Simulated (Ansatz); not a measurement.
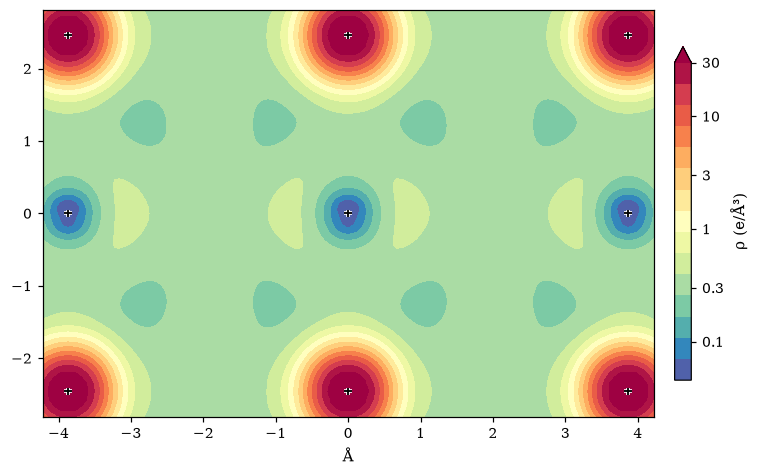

The valence charge density (pseudo) on a plane through atoms (crosses mark nuclei in the plane).

Level of theory: DFT PBEsol, scalar-relativistic, plane waves, PAW (Ansatz 0.2.0).

Candidates:
A. Cu2O, a = 4.22 Å, b = 4.22 Å, c = 4.22 Å, α = 90.00°, β = 90.00°, γ = 90.00°. Space group Pn-3m; computed without spin polarisation.
B. SiNi2, a = 3.87 Å, b = 3.87 Å, c = 4.92 Å, α = 90.00°, β = 90.00°, γ = 120.00°. Space group P6₃/mmc; computed without spin polarisation.

**Which candidate gave the map?**

Candidate B: SiNi2 on the (100) plane of the conventional cell, which holds Si and Ni. Si–Ni (2.46 Å): ρ at the midpoint is about 0.36 e/Å³.
